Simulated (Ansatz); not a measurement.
# Two runs on TiO2

System: TiO2 (Pbcn, 12 atoms in the cell).
Method of run A: Kohn-Sham DFT of a periodic cell, PBE, Ansatz PAW, no spin polarisation (Ansatz 0.2.0).

The structure derives from a Materials Project entry. Text and figures count atoms from 1; the logs count them from 0 in places.

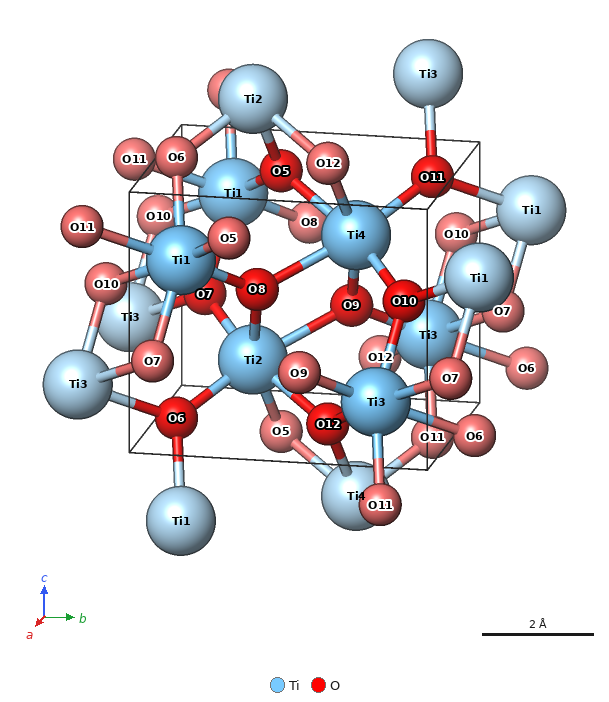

**Figure 1.** The structure (ball-and-stick view of the cell of the calculation, seen slightly off an axis; neighbours outside the cell are drawn fainter; atoms are numbered from 1 in the order of the input). Near neighbours in the crystal (not all of them lie inside the picture): Ti has 6 O at 1.88 to 2.09 Å; O has 3 Ti at 1.88 to 2.09 Å.

## Input file, run A
```yaml
crystal:
  lattice:
    - [4.54534955, 0.0, 0.0]
    - [0.0, 5.51961944, 0.0]
    - [0.0, 0.0, 4.90919686]
  atoms:
    - { symbol: Ti, position: [0.0, 0.17299093, 0.75] }
    - { symbol: Ti, position: [0.5, 0.32700907, 0.25] }
    - { symbol: Ti, position: [0.0, 0.82700907, 0.25] }
    - { symbol: Ti, position: [0.5, 0.67299093, 0.75] }
    - { symbol: O, position: [0.27145062, 0.38172464, 0.91864908] }
    - { symbol: O, position: [0.77145062, 0.11827536, 0.08135092] }
    - { symbol: O, position: [0.22854938, 0.11827536, 0.41864908] }
    - { symbol: O, position: [0.72854938, 0.38172464, 0.58135092] }
    - { symbol: O, position: [0.27145062, 0.61827536, 0.41864908] }
    - { symbol: O, position: [0.77145062, 0.88172464, 0.58135092] }
    - { symbol: O, position: [0.22854938, 0.88172464, 0.91864908] }
    - { symbol: O, position: [0.72854938, 0.61827536, 0.08135092] }
hamiltonian:
  xc: pbe
  pseudopotentials: { kind: paw }
kpoints:
  mp_grid: { grid: [6, 5, 6] }
scf:
  occupations: { method: fermi_dirac, width: 0.05 }
output:
  forces: true
  stress: true
  eigenvalues: true
```

Launched with:
```bash
ansatz run input.yaml --threads 4 --pin off --max-ram 11264MiB --backend cpu --events-out ev --progress --plain --runs-dir out
```

Hardware: 4 threads of Arm Neoverse V1, 24 GiB of memory available, shared host.

## Output, shortened to warnings, some set-up lines, iterations and results (run A)
```
Basis set: ecut = 420 eV, 2417 PW (Γ), exchange–correlation on 64×80×72 points (8 copies of the dense FFT grid, shifted against one another)
Symmetry: 8 space group operations
k-points: 48 of 180
Initial density: superposition of atomic densities (neutral atoms: chi_scale 0, normalization atom), corrected by the library's trained network
[...]
SCF iter   1: F=—  HF=-14554.634230 eV  |F-HF|=—  |Δ(HF+E_count)|=         —  Δρ=3.89e-3  dr2=6.26e-3  ethr=1.77e-3  ⟨swp⟩=5.0  Hψ=10979  notcnv=0
SCF iter   2: F=—  HF=-14554.635446 eV  |F-HF|=—  |Δ(HF+E_count)|=   1.22e-3  Δρ=2.10e-3  dr2=2.02e-3  ethr=6.52e-6  ⟨swp⟩=3.0  Hψ=5742  notcnv=0  defer=1
SCF iter   3: F=—  HF=-14554.636062 eV  |F-HF|=—  |Δ(HF+E_count)|=   6.15e-4  Δρ=1.11e-3  dr2=6.97e-4  ethr=2.10e-6  ⟨swp⟩=2.0  Hψ=3804  notcnv=0  defer=1
SCF iter   4: F=—  HF=-14554.636284 eV  |F-HF|=—  |Δ(HF+E_count)|=   2.22e-4  Δρ=1.48e-4  dr2=1.31e-5  ethr=7.26e-7  ⟨swp⟩=2.0  Hψ=3726  notcnv=0  defer=1
SCF iter   5: F=—  HF=-14554.636074 eV  |F-HF|=—  |Δ(HF+E_count)|=   2.10e-4  Δρ=3.95e-5  dr2=1.27e-6  ethr=1.36e-8  ⟨swp⟩=2.0  Hψ=4594  notcnv=0  defer=1
SCF iter   6: F=-14554.636075 eV  HF=-14554.636075 eV  |F-HF|=5.42e-8  |Δ(HF+E_count)|=   6.83e-7  Δρ=9.11e-6  dr2=8.91e-8  ethr=1.04e-10  ⟨swp⟩=6.6  Hψ=12244  notcnv=0
SCF 1 converged in 6 iterations: F = -14554.636075 eV  dr2 = 8.91e-8
SCF converged after 6 iterations
Free energy (F): -14554.636075 eV
Harris-Foulkes:  -14554.636075 eV  (|F-HF|=5.42e-8)
Internal energy: -14554.636075 eV  (E = F + TS)
E sigma→0 (E₀):  -14554.636075 eV
Fermi energy:    10.271435 eV
--- Per-component energies (eV) ---
  E_band       = -754.769340
  E_kinetic    = 2494.243903
  E_local      = -5989.685470  (includes V_loc(G=0)·N_el)
  E_nonlocal   = 393.820382
  E_hartree    = 2273.573864
  E_xc         = -985.578563
  E_vxc        = -1248.248621  (∫ρ·V_xc dr)
  E_paw        = -5444.349109  (= ΣΔE_a)
  E_vpaw       = -952.062268  (= ΣTr[D̂ρ^β])
  E_aug_tail   = 0.020104  (compensation charges beyond the density's cutoff)
  E_ewald      = -7296.681186
  E_smearing   = -0.000000  (= −TS)
  E_closure    = -0.000000  (closes the sum)
  Σ components = -14554.636075   (vs F -14554.636075, Δ=0.00e0)
--- Forces (eV/Å), atoms counted from 1 ---
  atom   1  Ti     0.00000000     0.11564878     0.00000000
  atom   2  Ti     0.00000000    -0.11564878     0.00000000
  atom   3  Ti     0.00000000    -0.11564878    -0.00000000
  atom   4  Ti     0.00000000     0.11564878     0.00000000
  atom   5  O     -0.05317706    -0.03795610    -0.00364708
  atom   6  O     -0.05317706     0.03795610     0.00364708
  atom   7  O      0.05317706     0.03795610    -0.00364708
  atom   8  O      0.05317706    -0.03795610     0.00364708
  atom   9  O     -0.05317706     0.03795610    -0.00364708
  atom  10  O     -0.05317706    -0.03795610     0.00364708
  atom  11  O      0.05317706    -0.03795610    -0.00364708
  atom  12  O      0.05317706     0.03795610     0.00364708
  max |Σ_I F_I| component: 2.08e-17 eV/Å
--- Stress (GPa, compression-positive) ---
        4.099439       0.000000       0.000000
        0.000000       4.154839       0.000000
        0.000000       0.000000       3.981402
  P = ⅓ Tr σ = 4.0786 GPa (40.786 kbar)
```

The input of run B differs as follows (lines with − go, lines with + come):
```diff
-  mp_grid: { grid: [6, 5, 6] }
+  mp_grid: { grid: [2, 2, 2] }
+  write_density: true
+  write_potential: true
+  elf: true
+  volumetric_format: npy
```

Predict how the results change.

The free energy of run B is 3.7 meV per atom higher, which measures how much it depends on this numerical setting. The largest force goes from 0.116 to 0.174 eV/Å. The number of SCF iterations is the same. The irreducible k-points go from 48 to 8.

## Output, shortened to warnings, some set-up lines, iterations and results (run B)
```
Basis set: ecut = 420 eV, 2417 PW (Γ), exchange–correlation on 64×80×72 points (8 copies of the dense FFT grid, shifted against one another)
Symmetry: 8 space group operations
k-points: 8
Initial density: superposition of atomic densities (neutral atoms: chi_scale 0, normalization atom), corrected by the library's trained network
[...]
SCF iter   1: F=—  HF=-14554.589273 eV  |F-HF|=—  |Δ(HF+E_count)|=         —  Δρ=3.71e-3  dr2=4.46e-3  ethr=1.77e-3  ⟨swp⟩=5.0  Hψ=1815  notcnv=0
SCF iter   2: F=—  HF=-14554.590714 eV  |F-HF|=—  |Δ(HF+E_count)|=   1.44e-3  Δρ=1.98e-3  dr2=1.41e-3  ethr=4.65e-6  ⟨swp⟩=2.4  Hψ=865  notcnv=0  defer=1
SCF iter   3: F=—  HF=-14554.591557 eV  |F-HF|=—  |Δ(HF+E_count)|=   8.43e-4  Δρ=9.43e-4  dr2=5.96e-4  ethr=1.47e-6  ⟨swp⟩=2.1  Hψ=672  notcnv=0  defer=1
SCF iter   4: F=—  HF=-14554.591685 eV  |F-HF|=—  |Δ(HF+E_count)|=   1.27e-4  Δρ=1.22e-4  dr2=1.06e-5  ethr=6.21e-7  ⟨swp⟩=2.0  Hψ=612  notcnv=0  defer=1
SCF iter   5: F=—  HF=-14554.591474 eV  |F-HF|=—  |Δ(HF+E_count)|=   2.10e-4  Δρ=3.37e-5  dr2=9.58e-7  ethr=1.10e-8  ⟨swp⟩=2.0  Hψ=692  notcnv=0  defer=1
SCF iter   6: F=-14554.591475 eV  HF=-14554.591475 eV  |F-HF|=4.15e-8  |Δ(HF+E_count)|=   9.08e-7  Δρ=7.65e-6  dr2=8.47e-8  ethr=1.04e-10  ⟨swp⟩=10.0  Hψ=3250  notcnv=0
SCF 1 converged in 6 iterations: F = -14554.591475 eV  dr2 = 8.47e-8
SCF converged after 6 iterations
Free energy (F): -14554.591475 eV
Harris-Foulkes:  -14554.591475 eV  (|F-HF|=4.15e-8)
Internal energy: -14554.591475 eV  (E = F + TS)
E sigma→0 (E₀):  -14554.591475 eV
Fermi energy:    10.290439 eV
--- Per-component energies (eV) ---
  E_band       = -754.484392
  E_kinetic    = 2494.456286
  E_local      = -5990.068652  (includes V_loc(G=0)·N_el)
  E_nonlocal   = 393.845590
  E_hartree    = 2273.827160
  E_xc         = -985.601280
  E_vxc        = -1248.275541  (∫ρ·V_xc dr)
  E_paw        = -5444.389504  (= ΣΔE_a)
  E_vpaw       = -952.104897  (= ΣTr[D̂ρ^β])
  E_aug_tail   = 0.020111  (compensation charges beyond the density's cutoff)
  E_ewald      = -7296.681186
  E_smearing   = -0.000000  (= −TS)
  E_closure    = 0.000000  (closes the sum)
  Σ components = -14554.591475   (vs F -14554.591475, Δ=0.00e0)
--- Forces (eV/Å), atoms counted from 1 ---
  atom   1  Ti     0.00000000     0.17447280    -0.00000000
  atom   2  Ti     0.00000000    -0.17447280     0.00000000
  atom   3  Ti    -0.00000000    -0.17447280    -0.00000000
  atom   4  Ti    -0.00000000     0.17447280     0.00000000
  atom   5  O     -0.04558422    -0.05401477    -0.00894686
  atom   6  O     -0.04558422     0.05401477     0.00894686
  atom   7  O      0.04558422     0.05401477    -0.00894686
  atom   8  O      0.04558422    -0.05401477     0.00894686
  atom   9  O     -0.04558422     0.05401477    -0.00894686
  atom  10  O     -0.04558422    -0.05401477     0.00894686
  atom  11  O      0.04558422    -0.05401477    -0.00894686
  atom  12  O      0.04558422     0.05401477     0.00894686
  max |Σ_I F_I| component: 4.86e-17 eV/Å
--- Stress (GPa, compression-positive) ---
        4.095041       0.000000       0.000000
        0.000000       4.574086       0.000000
        0.000000       0.000000       3.879393
  P = ⅓ Tr σ = 4.1828 GPa (41.828 kbar)
```

## The two runs side by side

```tsv
quantity	run A	run B
outcome	converged	converged
free energy per atom (eV)	−1212.8863	−1212.8826
gap on the mesh (eV)	2.62	2.61
pressure (GPa)	4.08	4.18
largest force (eV/Å)	0.116	0.174
SCF iterations	6	6
irreducible k-points	48	8
plane waves at Γ	2417	2417
wall time (shared host)	5.6 s	1.3 s
```

For run B: The k-point mesh is coarse for a cell of this size, so the results may not be converged.
